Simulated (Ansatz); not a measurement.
# Run report: MoS2, geometry relaxation (part 1 of 2)

- system: MoS2 (Cmcm, 6 atoms in the cell)
- method: DFT PBE, scalar-relativistic, plane waves, PAW, no spin polarisation (Ansatz 0.2.0)

The structure was made by swapping elements on the sites of another compound; it need not be a known phase. It belongs to a series of runs on one base structure; here: ZrSi2 type (Cmcm, No. 63).

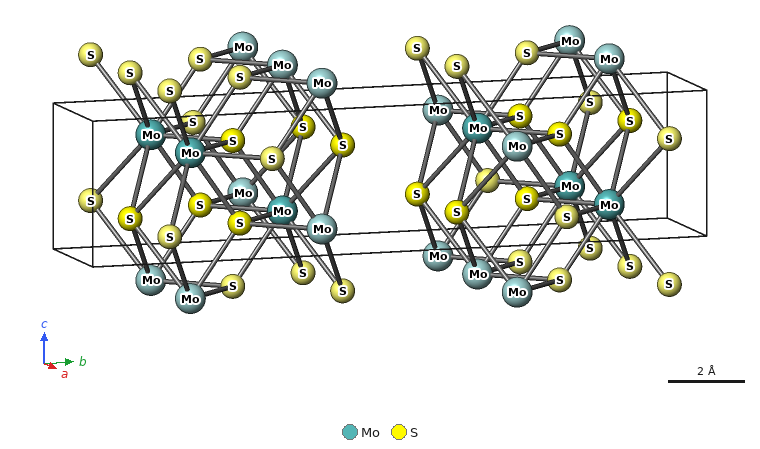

Fig. 1: The structure as given in the input (ball-and-stick view of the cell 2 times as large as that of the calculation, set on its symmetry axes, seen slightly off an axis; neighbours outside the cell are drawn fainter).

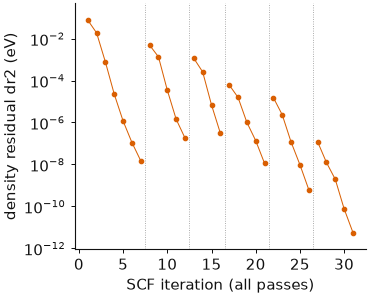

Fig. 2: Convergence of the self-consistent field: density residual dr2 against the SCF iteration. The dotted lines part the SCF passes of the relaxation: geometry steps, rejected trials and re-solves on a re-selected basis. The 6 passes take 4 to 7 iterations each, 31 in all.

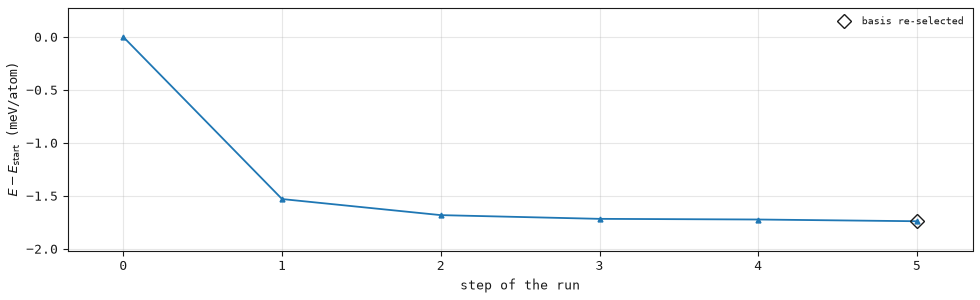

Fig. 3: Progress of the relaxation, step by step (the first geometry is step 0 here and step 1 in the log).

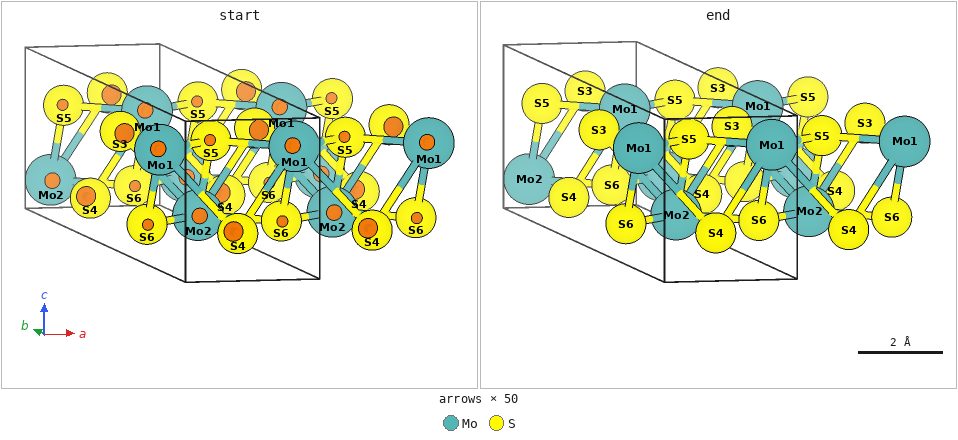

Fig. 4: Before (left) and after (right) the relaxation, at one scale (ball-and-stick view of the cell 2 times as large as that of the calculation, set on its symmetry axes, repeated 2 × 1 × 1, seen slightly off an axis). The orange arrows give the displacements (without the part carried along by the change of the cell), magnified 50 times. After 4 geometry steps the energy has fallen by 1.7 meV per atom. The largest force component goes from 0.095 to 0.0023 eV/Å. The pressure goes from 0.26 to 0.00 GPa. The largest moves relative to the cell, 0.018 Å, are those of S3 and S4. Largest moves by element: S 0.018 Å, Mo 0.009 Å. Cell: a 3.312 → 3.275 Å (−1.1 %), b 17.054 → 17.124 Å (+0.4 %), c 3.889 → 3.939 Å (+1.3 %). Volume +0.6 %. Among the contacts that change: Mo1–S6 2.384 → 2.400 Å, Mo1–S5 2.393 → 2.382 Å, Mo1–S4 2.790 → 2.795 Å. The space group stays Cmcm (No. 63). A last SCF at the same geometry on a re-selected plane-wave basis shifts the energy by next to nothing (0.0 meV per atom). (Atoms are counted from 1 in the order of the input.)

The input that produced these results follows, with the program's output.

Input file:
```yaml
crystal:
  lattice:
    - [1.6560155726, -8.52703284, 0.0]
    - [1.6560155726, 8.52703284, 0.0]
    - [0.0, 0.0, 3.889027445]
  atoms:
    - { symbol: Mo, position: [0.8410600188, 0.1589399812, 0.75] }
    - { symbol: Mo, position: [0.1589399812, 0.8410600188, 0.25] }
    - { symbol: S, position: [0.5930982904, 0.4069017096, 0.75] }
    - { symbol: S, position: [0.4069017096, 0.5930982904, 0.25] }
    - { symbol: S, position: [0.2398069642, 0.7601930358, 0.75] }
    - { symbol: S, position: [0.7601930358, 0.2398069642, 0.25] }
basis:
  ecutwfc: 420
kpoints:
  mp_grid: { grid: [12, 12, 10] }
hamiltonian:
  xc: pbe
scf:
  occupations: { method: gaussian, width: 0.1 }
output:
  forces: true
  stress: true
  eigenvalues: true
relax:
  adjacent_minimum: "off"
  f_tol: 0.01
  max_steps: 80
  cell: { stress_tol: 0.05 }
```

Command:
```bash
ansatz run input.yaml --threads 1 --pin off --max-ram 2560MiB --backend cpu --events-out ev --progress --plain --runs-dir out
```

The program's output:
```
basis.fft_grid_basis auto: the FFT boxes are laid along the combinations [[1, 1, 0], [0, 1, 0], [0, 0, 1]] of the cell's own vectors, 3.312, 8.686 and 3.889 Å long. The dense box has 24×60×27 points. Along the cell's own vectors, as sized, it would have 60×60×27, 2.50 times as many. Of the 8 symmetry operations that the crystal satisfies within crystal.symmetry.tolerance (time reversal apart; of a slab, those that keep its plane) the dense box along the cell's own vectors carries 8, and the one as laid loses 4 of those. basis.fft_grid_basis: typed keeps the cell's own vectors: state it where this run's energies or levels are differenced outside the engine with another run's, or held beside a run that keeps those vectors.
Engine: ansatz 0.2.0, x86_64-unknown-linux-gnu
Pseudopotentials: kind: paw
Pseudopotential: Mo, paw, valence charge 14, recommended cutoff 420 eV (normal), Mo.paw.azcp
Pseudopotential: S, paw, valence charge 6, recommended cutoff 420 eV (normal), S.paw.azcp
Functional definition: PBE
  parameter kappa = 0.804
  parameter beta = 0.06672455060314922
  exchange = pbe_x(kappa = kappa, mu = beta*pi^2/3)
  correlation = pbe_c(beta = beta)
Crystal: 6 atoms, lattice volume = 109.833 Å³
Basis set: ecut = 420 eV, 2165 PW (Γ), FFT grids on a1+a2, a2, a3, exchange–correlation on 48×120×54 points (8 copies of the dense FFT grid, shifted against one another)
Bands: 32, of which v1, the nominal top of the filled ones, is band 26 counted from 1 (25 counted from 0)
Symmetry: 8 space group operations
Space group: Cmcm (ITA 63), of the structure as read, at distance tolerance 4.8e-5 Å
k-points: 258 of 1440
Non-local potential: Mo, projectors of the file, l = 0: 3, l = 1: 2, l = 2: 2, l = 3: 1
Non-local potential: S, projectors of the file, l = 0: 2, l = 1: 2, l = 2: 2
PAW form: soft (Blöchl's): semilocal exchange-correlation on the pseudo side does not see the compensation charge
PAW one-centre angular grid: Mo, 590 points (default); XC on 64 Gauss nodes
PAW one-centre angular grid: S, 110 points (default); XC on 64 Gauss nodes
Initial density: superposition of atomic densities (neutral atoms: chi_scale 0, normalization atom), corrected by the library's trained network
Initial wavefunctions: pseudopotential atomic-orbital guess
Functional: x = pbe(κ = 0.804, μ = 0.2195149727645171), c = pbe(β = 0.06672455060314922)
SCF iter   1: F=—  HF=-13519.512017 eV  |F-HF|=—  |Δ(HF+E_count)|=         —  Δρ=9.34e-3  dr2=7.65e-2  ethr=1.77e-3  ⟨swp⟩=7.1  Hψ=37585  notcnv=0
preconditioner: auto → LDOS  [metal: Δε(μ)=0.006 eV  Ē_g=7.373 eV  σ=0.100 eV  W_gap=0.04  n_scr=24 (ndim 8)  ℏωp=21.3 eV  f_vac=0.052  D(μ)=4.94/eV (n_scr^D=48)  β→1.0]
SCF iter   2: F=—  HF=-13519.508273 eV  |F-HF|=—  |Δ(HF+E_count)|=   3.74e-3  Δρ=4.88e-3  dr2=1.88e-2  ethr=1.47e-4  ⟨swp⟩=2.0  Hψ=17885  notcnv=0  defer=187
SCF iter   3: F=—  HF=-13519.501687 eV  |F-HF|=—  |Δ(HF+E_count)|=   6.59e-3  Δρ=8.22e-4  dr2=7.57e-4  ethr=3.62e-5  ⟨swp⟩=2.0  Hψ=14787  notcnv=0  defer=187
SCF iter   4: F=—  HF=-13519.501566 eV  |F-HF|=—  |Δ(HF+E_count)|=   1.21e-4  Δρ=1.79e-4  dr2=2.22e-5  ethr=1.45e-6  ⟨swp⟩=2.4  Hψ=14654  notcnv=0  defer=187
SCF iter   5: F=—  HF=-13519.501654 eV  |F-HF|=—  |Δ(HF+E_count)|=   8.75e-5  Δρ=3.25e-5  dr2=1.17e-6  ethr=4.27e-8  ⟨swp⟩=2.1  Hψ=13499  notcnv=0  defer=170
SCF iter   6: F=—  HF=-13519.501655 eV  |F-HF|=—  |Δ(HF+E_count)|=   1.17e-6  Δρ=9.25e-6  dr2=1.10e-7  ethr=1.92e-10  ⟨swp⟩=8.5  Hψ=41609  notcnv=0
SCF iter   7: F=-13519.501655 eV  HF=-13519.501655 eV  |F-HF|=9.20e-9  |Δ(HF+E_count)|=   8.77e-8  Δρ=2.24e-6  dr2=1.47e-8  ethr=1.92e-10  ⟨swp⟩=4.7  Hψ=27811  notcnv=0
SCF 1 converged in 7 iterations: F = -13519.501655 eV  dr2 = 1.47e-8
  greatest PAW one-centre occupation: 0.998 electrons in one spin orbital (limit 2), on the Mo atom at site 1 (counted from 0), in its partial waves of l = 0
relax step   1: F+E_penalty+E_count = -13519.50165475 eV  Δ(F+E_penalty+E_count) = +0.000e0 eV  max|allowed force component| = 9.527e-2 eV/Å  Δτ_max = 0.0000 Å  P = +0.256 GPa  Ω = 109.833 Å³  (7 SCF iters, dr2 threshold 1.00e-7 eV, accepted)
Crystal: 6 atoms, lattice volume = 110.376 Å³
Basis set: ecut = 420 eV, 2181 PW (Γ), FFT grids on a1+a2, a2, a3, exchange–correlation on 48×120×54 points (8 copies of the dense FFT grid, shifted against one another)
Initial density: handed on by an earlier stage of this run
Initial wavefunctions: those handed on with the density
iter 1 solved again at ethr=9.12e-6 eV; its pass at ethr=3.10e-3 eV (dr2=4.74e-3 eV) is discarded
SCF iter   1: F=—  HF=-13519.511954 eV  |F-HF|=—  |Δ(HF+E_count)|=         —  Δρ=2.38e-3  dr2=4.87e-3  ethr=9.12e-6  ⟨swp⟩=2.0  Hψ=50300  notcnv=0
preconditioner: auto → LDOS  [metal: Δε(μ)=0.004 eV  Ē_g=7.365 eV  σ=0.100 eV  W_gap=0.02  n_scr=24 (ndim 8)  ℏωp=21.2 eV  f_vac=0.061  D(μ)=4.80/eV (n_scr^D=48)  β→1.0]
SCF iter   2: F=—  HF=-13519.511354 eV  |F-HF|=—  |Δ(HF+E_count)|=   6.00e-4  Δρ=1.22e-3  dr2=1.35e-3  ethr=9.12e-6  ⟨swp⟩=2.0  Hψ=14964  notcnv=0
SCF iter   3: F=—  HF=-13519.510860 eV  |F-HF|=—  |Δ(HF+E_count)|=   4.94e-4  Δρ=1.64e-4  dr2=3.46e-5  ethr=2.60e-6  ⟨swp⟩=2.0  Hψ=13964  notcnv=0
SCF iter   4: F=—  HF=-13519.510830 eV  |F-HF|=—  |Δ(HF+E_count)|=   2.94e-5  Δρ=3.05e-5  dr2=1.43e-6  ethr=6.65e-8  ⟨swp⟩=2.1  Hψ=12219  notcnv=0
SCF iter   5: F=-13519.510831 eV  HF=-13519.510831 eV  |F-HF|=6.06e-8  |Δ(HF+E_count)|=   3.50e-7  Δρ=1.12e-5  dr2=1.81e-7  ethr=1.15e-9  ⟨swp⟩=7.0  Hψ=36469  notcnv=0
SCF 2 converged in 5 iterations: F = -13519.510831 eV  dr2 = 1.81e-7
relax step   2: F+E_penalty+E_count = -13519.51083057 eV  Δ(F+E_penalty+E_count) = -9.176e-3 eV  max|allowed force component| = 7.214e-2 eV/Å  Δτ_max = 0.0157 Å  P = +0.122 GPa  Ω = 110.376 Å³  energy of the carried Pulay correction = -6.036e-5 eV  (5 SCF iters, dr2 threshold 6.00e-7 eV, accepted)
Crystal: 6 atoms, lattice volume = 110.299 Å³
Basis set: ecut = 420 eV, 2173 PW (Γ), FFT grids on a1+a2, a2, a3, exchange–correlation on 48×120×54 points (8 copies of the dense FFT grid, shifted against one another)
iter 1 solved again at ethr=1.71e-6 eV; its pass at ethr=3.10e-3 eV (dr2=8.90e-4 eV) is discarded
SCF iter   1: F=—  HF=-13519.511984 eV  |F-HF|=—  |Δ(HF+E_count)|=         —  Δρ=9.83e-4  dr2=1.15e-3  ethr=1.71e-6  ⟨swp⟩=2.9  Hψ=46717  notcnv=0
preconditioner: auto → LDOS  [metal: Δε(μ)=0.002 eV  Ē_g=7.355 eV  σ=0.100 eV  W_gap=0.01  n_scr=24 (ndim 8)  ℏωp=21.2 eV  f_vac=0.059  D(μ)=5.13/eV (n_scr^D=48)  β→1.0]
SCF iter   2: F=—  HF=-13519.511807 eV  |F-HF|=—  |Δ(HF+E_count)|=   1.77e-4  Δρ=5.36e-4  dr2=2.58e-4  ethr=1.71e-6  ⟨swp⟩=2.1  Hψ=14069  notcnv=0
SCF iter   3: F=—  HF=-13519.511742 eV  |F-HF|=—  |Δ(HF+E_count)|=   6.53e-5  Δρ=8.33e-5  dr2=6.88e-6  ethr=4.97e-7  ⟨swp⟩=2.2  Hψ=14138  notcnv=0
SCF iter   4: F=-13519.511741 eV  HF=-13519.511741 eV  |F-HF|=7.13e-8  |Δ(HF+E_count)|=   5.77e-7  Δρ=1.84e-5  dr2=3.08e-7  ethr=9.07e-10  ⟨swp⟩=4.4  Hψ=40041  notcnv=0
SCF 3 converged in 4 iterations: F = -13519.511741 eV  dr2 = 3.08e-7
relax step   3: F+E_penalty+E_count = -13519.51174131 eV  Δ(F+E_penalty+E_count) = -9.107e-4 eV  max|allowed force component| = 3.088e-2 eV/Å  Δτ_max = 0.0072 Å  P = -0.099 GPa  Ω = 110.299 Å³  energy of the carried Pulay correction = -5.184e-5 eV  (4 SCF iters, dr2 threshold 4.71e-7 eV, accepted)
Crystal: 6 atoms, lattice volume = 110.412 Å³
iter 1 solved again at ethr=1.15e-7 eV; its pass at ethr=3.10e-3 eV (dr2=6.00e-5 eV) is discarded
SCF iter   1: F=—  HF=-13519.511993 eV  |F-HF|=—  |Δ(HF+E_count)|=         —  Δρ=2.98e-4  dr2=6.20e-5  ethr=1.15e-7  ⟨swp⟩=3.0  Hψ=44981  notcnv=0
preconditioner: auto → LDOS  [metal: Δε(μ)=0.001 eV  Ē_g=7.366 eV  σ=0.100 eV  W_gap=0.01  n_scr=24 (ndim 8)  ℏωp=21.2 eV  f_vac=0.062  D(μ)=5.05/eV (n_scr^D=48)  β→1.0]
SCF iter   2: F=—  HF=-13519.511955 eV  |F-HF|=—  |Δ(HF+E_count)|=   3.84e-5  Δρ=1.03e-4  dr2=1.57e-5  ethr=1.15e-7  ⟨swp⟩=2.0  Hψ=12481  notcnv=0
SCF iter   3: F=—  HF=-13519.511952 eV  |F-HF|=—  |Δ(HF+E_count)|=   2.63e-6  Δρ=3.27e-5  dr2=1.01e-6  ethr=3.01e-8  ⟨swp⟩=2.8  Hψ=14574  notcnv=0
SCF iter   4: F=—  HF=-13519.511952 eV  |F-HF|=—  |Δ(HF+E_count)|=   1.13e-7  Δρ=6.97e-6  dr2=1.36e-7  ethr=2.57e-10  ⟨swp⟩=6.2  Hψ=35950  notcnv=0
SCF iter   5: F=-13519.511952 eV  HF=-13519.511952 eV  |F-HF|=5.92e-9  |Δ(HF+E_count)|=   1.19e-8  Δρ=2.80e-6  dr2=1.12e-8  ethr=2.57e-10  ⟨swp⟩=4.1  Hψ=26783  notcnv=0
SCF 4 converged in 5 iterations: F = -13519.511952 eV  dr2 = 1.12e-8
relax step   4: F+E_penalty+E_count = -13519.51195190 eV  Δ(F+E_penalty+E_count) = -2.106e-4 eV  max|allowed force component| = 1.175e-2 eV/Å  Δτ_max = 0.0106 Å  P = +0.031 GPa  Ω = 110.412 Å³  energy of the carried Pulay correction = -6.437e-5 eV  (5 SCF iters, dr2 threshold 1.34e-7 eV, accepted)
Crystal: 6 atoms, lattice volume = 110.447 Å³
iter 1 solved again at ethr=2.88e-8 eV; its pass at ethr=3.10e-3 eV (dr2=1.50e-5 eV) is discarded
```
